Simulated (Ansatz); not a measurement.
## CoO in space group I4/mmm: the states at the Fermi level

The calculation's input:

```yaml
crystal:
  lattice:
    - [-1.508, 1.508, 2.10724754]
    - [1.508, -1.508, 2.10724754]
    - [1.508, 1.508, -2.10724754]
  atoms:
    - { symbol: Co, position: [0.0, 0.0, 0.0], spin: 3.0 }
    - { symbol: O, position: [0.5, 0.5, 0.0] }
basis:
  ecutwfc: 420
kpoints:
  mp_grid: { grid: [18, 18, 18] }
hamiltonian:
  xc: pbe
scf:
  occupations: { method: gaussian, width: 0.05 }
output:
  forces: true
  eigenvalues: true
  eigenstates:
    nscf_kmesh: { grid: [24, 24, 24] }
    top_band: c6
    de_dk: true
    localisation: true
  stress: true
  populations: true
checkpoint:
  write: ck
  compress: false
  write_wavefunctions: false
  write_every: 100000
magnetization:
  spin_polarized: true
```

Run with:

```sh
ansatz run input.yaml --threads 2 --pin off --max-ram 5120MiB --backend cpu --events-out ev --progress --plain --runs-dir out
```

Theory: DFT PBE, scalar-relativistic, plane waves, PAW; levels and slopes on a dense k mesh at the converged density in Ansatz. Collinear spin polarisation. The levels come from a k mesh of 24×24×24 points. The geometry was not relaxed.

## 1. The sheets

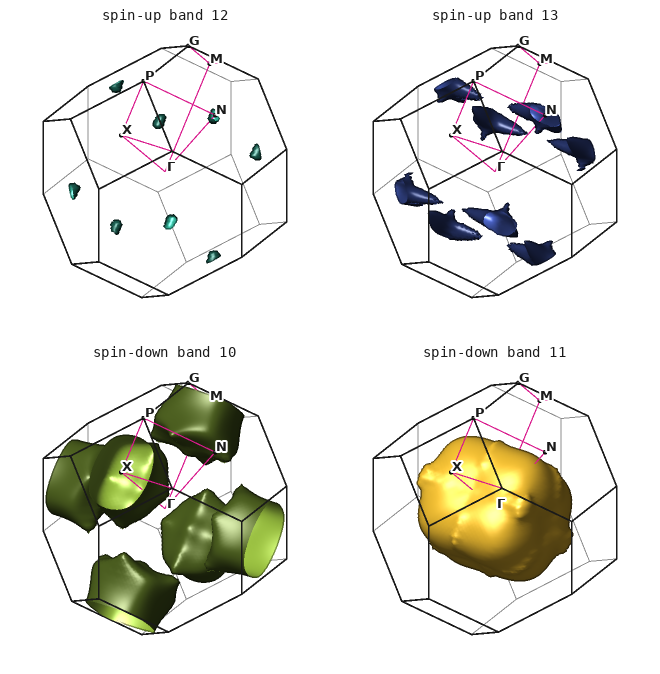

Fermi surface of this crystal. Each panel holds one band. The brighter face of a sheet looks towards empty states.

Question: What does each sheet look like, and where are the electron and hole pockets?

Answer: Four bands cross the Fermi level; this is a three-dimensional metal.

Spin-up band 12: specks under 0.04 % of the zone, which the mesh doesn't resolve and which may come from the interpolation.
Spin-up band 13: four hole pockets centred at N (each 0.56 % of the zone).
Spin-down band 10: one hole pocket centred at M (8.4 % of the zone) and two hole pockets centred at X (each 6.7 % of the zone).
Spin-down band 11: one electron pocket centred at Γ (24 % of the zone).
A pocket cut by a face of the zone is counted once with the part on the opposite face.
The shape of the surface of spin-up band 12, spin-up band 13 and spin-down band 10 changes its kind within 0.03 eV of this level, so small parts may appear, vanish, join or separate.

Question: What does the calculation give for N(E_F) and the Drude plasma frequency?

Answer: The density of states at the Fermi level is 3.8 states/eV per primitive cell. The intraband plasma frequencies along the cartesian axes x, y and z of the cell as given are 2.4, 2.4 and 2.7 eV.

## 2. The two spins

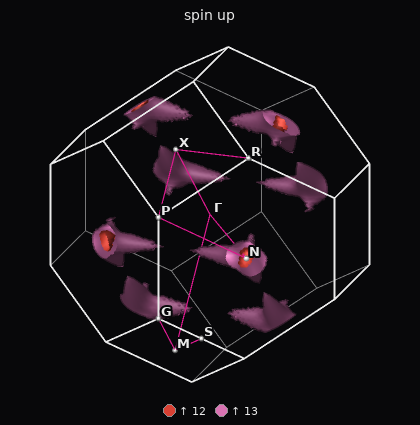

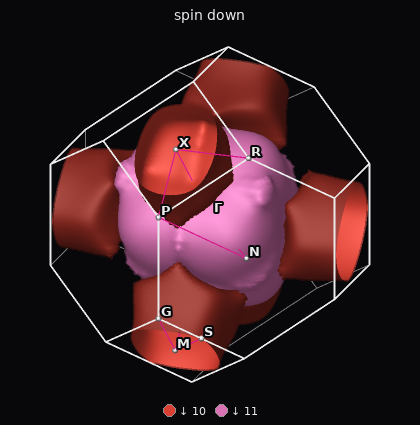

Spin-resolved Fermi surfaces of this crystal; the net moment is 2.9 μB per cell, and spin up is the majority channel.

Question: What is the spin polarisation of the states at the Fermi level?

Answer: Spin up has two and spin down two bands crossing, with 0.51 and 3.3 states/eV per cell, so (N↑ − N↓)/(N↑ + N↓) = −0.73.

## 3. Speeds

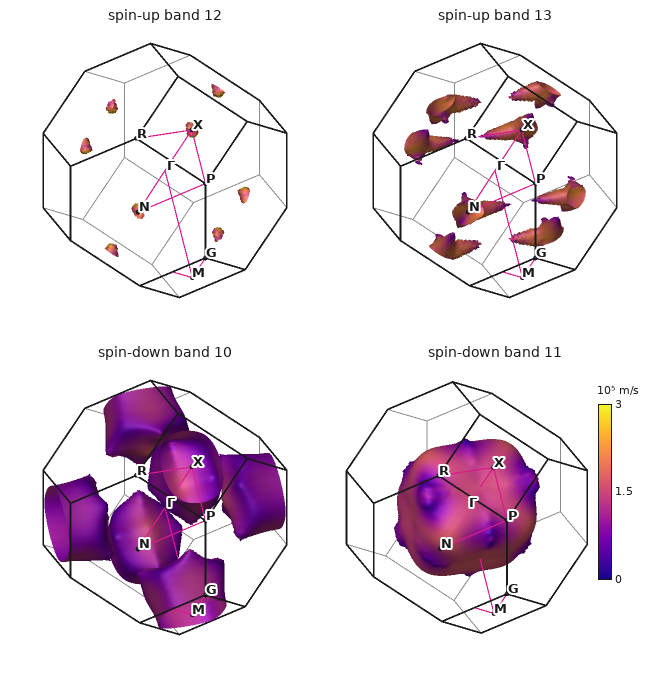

Fermi surface of this crystal, coloured by the Fermi speed.

Question: How fast are the electrons on each sheet?

Answer: Spin-up band 12: 1.5 to 2.9 × 10⁵ m/s over most of the sheet, 2.3 × 10⁵ m/s on average over states. Spin-up band 13: 1.0 to 2.3 × 10⁵ m/s over most of the sheet, 1.7 × 10⁵ m/s on average over states. Spin-down band 10: 0.61 to 1.4 × 10⁵ m/s over most of the sheet, 0.94 × 10⁵ m/s on average over states. Spin-down band 11: 0.57 to 1.7 × 10⁵ m/s over most of the sheet, 1.1 × 10⁵ m/s on average over states.

Question: Which of these bands adds most to the density of states at the Fermi level?

Answer: Spin-down band 10, with 2.1 of 3.8 states/eV per cell.

## 4. Cuts and bands

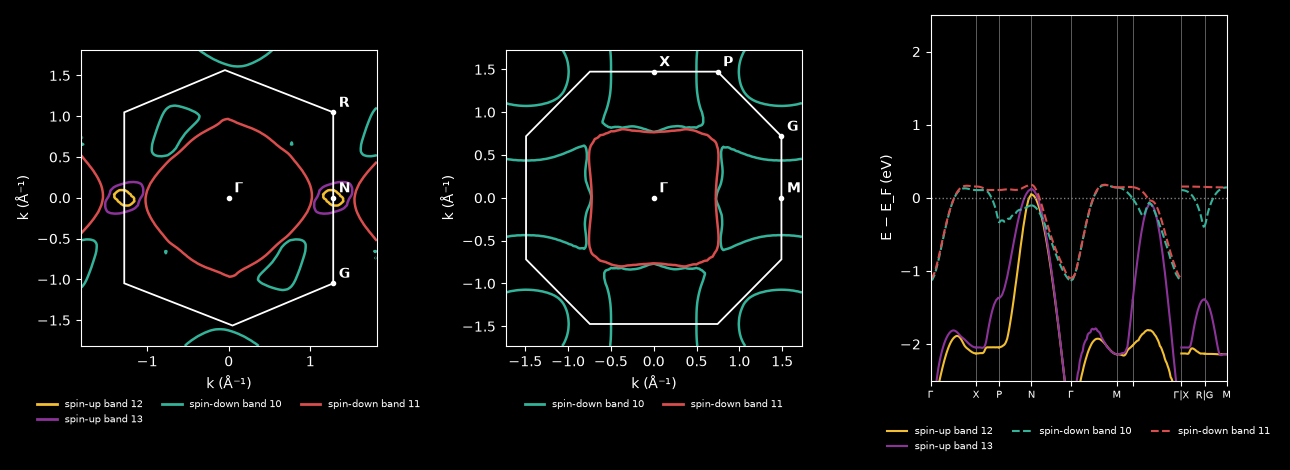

This crystal: cuts through the Fermi surface in the plane through Γ, N and R and the plane through Γ, M and X, and the bands that cross the Fermi level.

Question: Give each band's level at the labelled points, in eV from the Fermi level.

Answer:
```tsv
band	Γ	M	X	P	N
spin-up band 12	below	−2.14	−2.13	−2.05	+0.05
spin-up band 13	below	−2.14	−2.05	−1.37	+0.12
spin-down band 10	−1.14	+0.14	+0.10	−0.34	−0.10
spin-down band 11	−1.10	+0.14	+0.15	+0.11	+0.18
```

Negative values are filled states; "above" and "below" lie outside the plotted window.

No Hubbard term was used, so a compound that is really a magnetic or Mott insulator can come out metallic. The run ends with a net moment of 2.9 μB a cell, the order reached from its starting moments, not necessarily the lowest. The mesh is coarse (steps of 0.12 Å⁻¹). Necks and pockets thinner than about two mesh steps aren't resolved, so separate pockets may in truth be joined.

The run (self-consistency and the dense mesh) took 65 s on 2 threads of Arm Neoverse N1, with other jobs on the host, peak memory 0.56 GiB.
